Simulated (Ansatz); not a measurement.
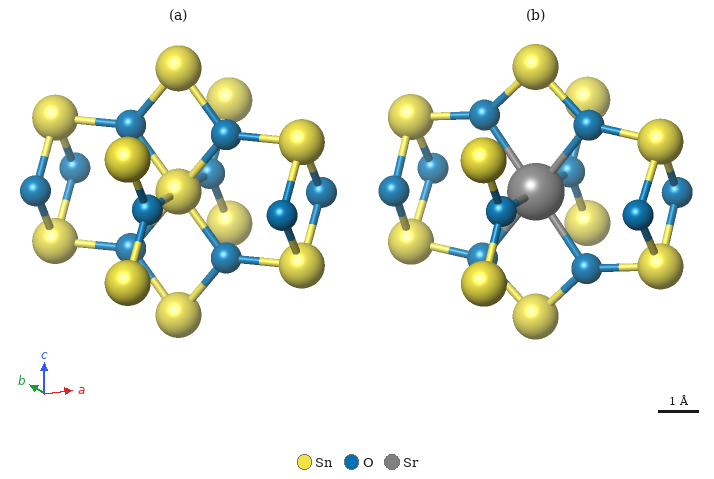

Left: perfect SnO₂. Right: the same region with one point defect, after relaxing the atoms in a supercell of 72 sites. A ball-and-stick model of the atoms within 3.8 Å of one point, seen slightly off an axis.

Theory: DFT, PBEsol, PAW, plane waves in Ansatz 0.2.0. (plane-wave cutoff 420 eV; k-point mesh 1 × 1 × 1; mesh shifted by (0.25, 0.25, 0.25); collinear spin) Fermi-Dirac smearing of 0.01 eV. A uniform background neutralises the charged cell. The axes drawn are those of the host's conventional cell.

**What kind of defect was made?**

A tin atom is replaced by strontium.

The charge state of the cell is +1.

**What does the relaxation do around it?**

In the host the Sn atom has 6 O at 2.07 Å; the Sr atom ends with 6 O at 2.26 to 2.34 Å. Of the host's atoms, an oxygen atom moves furthest from its site, by 0.28 Å. The cell's net moment is 0.99 μB.

Limits of the set-up: the cell is charged, on a uniform background, and energies carry no finite-size correction.
